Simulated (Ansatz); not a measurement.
SiO2: several calculations on one system

### Relaxation

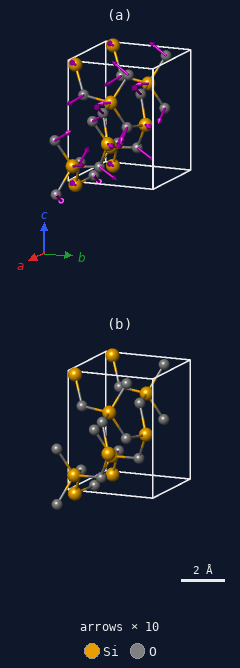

The structure of crystalline SiO$_{2}$ (set up in P4_32_12) before (top) and after (bottom) a relaxation, at one scale. The purple arrows give the displacements (the part carried along by the change of the cell is left out), 10 times their true length.

A ball-and-stick model of the cell of the calculation, repeated 2 × 1 × 1 with one cell outlined, seen slightly off an axis.

Case: relaxed at 20 GPa.

Level of theory: DFT LDA, scalar-relativistic, plane waves, PAW (Ansatz 0.2.0). Set-up: plane-wave cutoff 420 eV; k-point mesh 6 × 6 × 4; occupations gaussian; smearing width 0.02 eV; target pressure 20 GPa; no spin polarisation; cell and atoms relaxed; force threshold 0.008 eV/Å; at most 50 steps.

Question: What changed between the two?

Answer: The energy falls by 0.198 eV per cell of the calculation in 6 accepted moves (8 points after the start). With the target pressure of 20 GPa, the enthalpy E + pV changes by −0.499 eV per cell of the calculation. The largest force component goes from 1.1 to 0.00034 eV/Å. Pressure: 34.52 GPa at the start and 19.98 GPa at the end. The SCF was repeated twice at an unchanged geometry on a basis and grid sized afresh for the cell, which shifted the energy by 13.8 meV per cell of the calculation at most. The largest moves relative to the cell, 0.11 Å, are those of O atoms. By element the largest moves are O 0.11 Å, Si 0.07 Å. The volume changes by −2.1 %, with a = b 4.407 → 4.383 Å (−0.5 %), c 5.862 → 5.800 Å (−1.1 %). Some distances before and after: O–Si 1.567 → 1.604 Å. Among the angles between lasting bonds that change: Si–O–Si 125.2° → 121.3°, O–Si–O 111.8° → 114.0°. The space group stays P4_32_12 (No. 96). Cost: 73 s on 2 threads of Arm Neoverse V1, on a shared host, peak memory 0.39 GiB.

### Relaxation

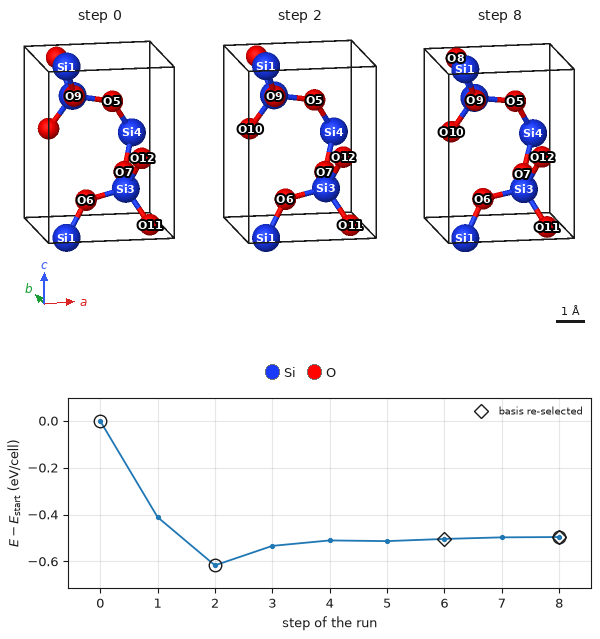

Frames of a relaxation of crystalline SiO2 (set up in P4_32_12), marked on the history of the run. Style: ball-and-stick. Shown: the cell of the calculation, slightly off an axis.

Case: relaxed at 5 GPa.

Computed with DFT LDA, scalar-relativistic, plane waves, PAW in Ansatz.

The input:
```yaml
crystal:
  lattice:
    - [4.6417605051, 0.0, 0.0]
    - [0.0, 4.6417605051, 0.0]
    - [0.0, 0.0, 6.345155237]
  atoms:
    - { symbol: Si, position: [0.1769533391, 0.1769533391, 0.0] }
    - { symbol: Si, position: [0.3230466609, 0.6769533391, 0.75] }
    - { symbol: Si, position: [0.6769533391, 0.3230466609, 0.25] }
    - { symbol: Si, position: [0.8230466609, 0.8230466609, 0.5] }
    - { symbol: O, position: [0.6494199262, 0.7291572614, 0.7006925717] }
    - { symbol: O, position: [0.3505800738, 0.2708427386, 0.2006925717] }
    - { symbol: O, position: [0.7291572614, 0.6494199262, 0.2993074283] }
    - { symbol: O, position: [0.2291572614, 0.8505800738, 0.9506925717] }
    - { symbol: O, position: [0.2708427386, 0.3505800738, 0.7993074283] }
    - { symbol: O, position: [0.1494199262, 0.7708427386, 0.5493074283] }
    - { symbol: O, position: [0.8505800738, 0.2291572614, 0.0493074283] }
    - { symbol: O, position: [0.7708427386, 0.1494199262, 0.4506925717] }
basis:
  ecutwfc: 420
kpoints:
  mp_grid: { grid: [6, 6, 4] }
hamiltonian:
  xc: lda
scf:
  occupations: { method: gaussian, width: 0.02 }
output:
  forces: true
  stress: true
  eigenvalues: true
relax:
  adjacent_minimum: "off"
  f_tol: 0.008
  max_steps: 50
  cell: { stress_tol: 0.08, p_target: 5.0 }
```

Launched with:
```bash
ansatz run input.yaml --threads 2 --pin off --max-ram 5120MiB --backend cpu --events-out ev --progress --plain --runs-dir out
```

What happens along the run?

The largest moves relative to the cell, 0.13 Å, are those of 8 atoms (O5, O6, O7, O8 and others). O6 goes roughly along [−3 1 2]. By element the largest moves are O 0.13 Å, Si 0.08 Å. The volume changes by −1.5 %, with a = b 4.642 → 4.640 Å (0.0 %), c 6.345 → 6.256 Å (−1.4 %). Among the contacts that change: Si1–O11 1.566 → 1.606 Å. Bond angles that change, for instance: Si1–O8–Si2 134.6° → 129.3°. The space group stays P4_32_12 (No. 96). The energy falls by 0.496 eV per cell of the calculation in 6 accepted moves (8 points after the start). With the target pressure of 5 GPa, the enthalpy E + pV changes by −0.559 eV per cell of the calculation. The largest force component goes from 0.98 to 0.00069 eV/Å. Pressure: 20.96 GPa at the start and 4.98 GPa at the end. The SCF was repeated twice at an unchanged geometry on a basis and grid sized afresh for the cell, which shifted the energy by 9.3 meV per cell of the calculation at most. The run took 94 s on 2 threads of Arm Neoverse V1, on a shared host, peak memory 0.42 GiB. From step 0 to 2: O atoms move most (0.05 Å), volume +3.5 %, energy −0.617 eV per cell of the calculation. From step 2 to 8: O atoms move most (0.08 Å), volume −4.8 %, energy +0.121 eV per cell of the calculation.

```csv
step,"E − E(0), meV/atom","largest force component, eV/Å","pressure, GPa","volume, Å³/atom",note
0,0.00,0.9835,20.96,11.393,
1,-34.23,0.6207,12.90,11.659,
2,-51.40,0.2110,4.97,11.786,
3,-44.47,0.0573,5.19,11.322,
4,-42.53,0.0230,5.00,11.239,
5,-42.78,0.0010,5.00,11.248,
6,-42.00,0.0012,4.90,11.248,"same geometry, new basis"
7,-41.44,0.0007,4.99,11.225,
8,-41.33,0.0007,4.98,11.225,"same geometry, new basis"
```

### A change

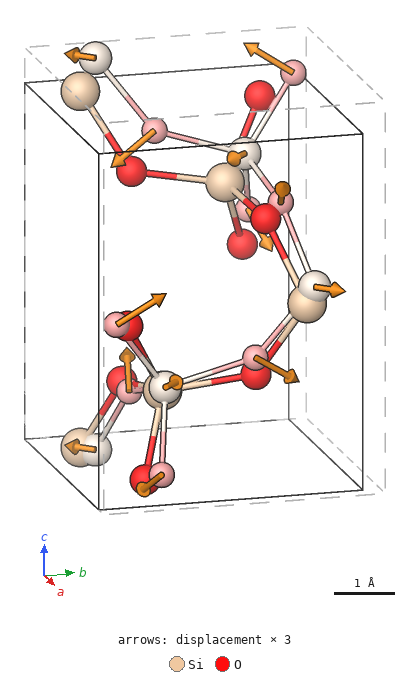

Crystalline SiO$_{2}$ (set up in P4_32_12), drawn pale, and a changed version of it, drawn solid. The orange arrows show how the atoms are displaced (without the part that the change of the cell carries along), magnified 3 times. Style: ball-and-stick. Shown: the cell of the calculation, slightly off an axis.

Theory: DFT LDA, scalar-relativistic, plane waves, PAW in Ansatz 0.2.0. Settings: plane-wave cutoff 420 eV; k-point mesh 6 × 6 × 4; occupations gaussian; smearing width 0.02 eV; no spin polarisation.

Describe the change and its computed effect.

The crystal is put under a hydrostatic pressure of 5 GPa. Cell and atoms are relaxed at that pressure. The drawn cell changes as follows: a = b 4.948 → 4.640 Å (−6.2 %), c 6.878 → 6.256 Å (−9.1 %); the volume changes by −20.0 %. The largest moves relative to the cell, 0.34 Å, are those of O atoms. By element the largest moves are O 0.34 Å, Si 0.21 Å. The space group stays P4_32_12 (No. 96). The energy rises by 31.7 meV per atom. Pressure: 0.0 GPa before, 5.0 GPa after.

### Series

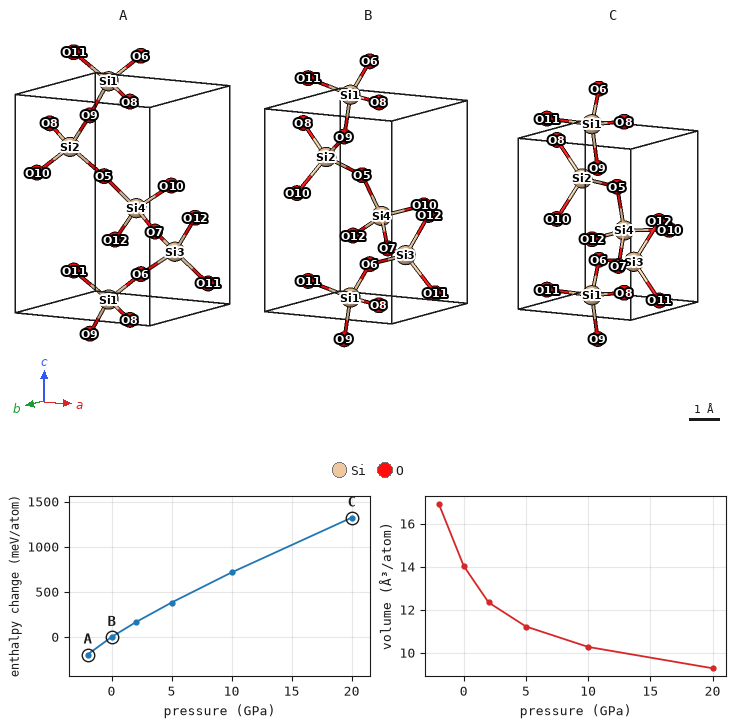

Members of a series of calculations on solid SiO2 (set up in P4_32_12), marked on the first curve. Style: ball-and-stick. Shown: the cell of the calculation, from a free direction.

All numbers below come from DFT LDA, scalar-relativistic, plane waves, PAW in Ansatz. (plane-wave cutoff 420 eV; k-point mesh 6 × 6 × 4; occupations gaussian; smearing width 0.02 eV; no spin polarisation)

How does the crystal respond to pressure?

Answer. The structure is relaxed at several pressures. A (pressure −2.0 GPa): enthalpy change −194 meV/atom, volume 16.92 Å³ per atom. B (pressure 0.0 GPa): enthalpy change 0.0 meV/atom, volume 14.04 Å³ per atom. C (pressure 20.0 GPa): enthalpy change 1323 meV/atom, volume 9.29 Å³ per atom. The rest compares A with C. The drawn cell changes as follows: a = b 5.236 → 4.383 Å (−16.3 %), c 7.403 → 5.800 Å (−21.7 %); the volume changes by −45.1 %. Among the bonded contacts that change: O–Si 1.605 → 1.594 to 1.604 Å.
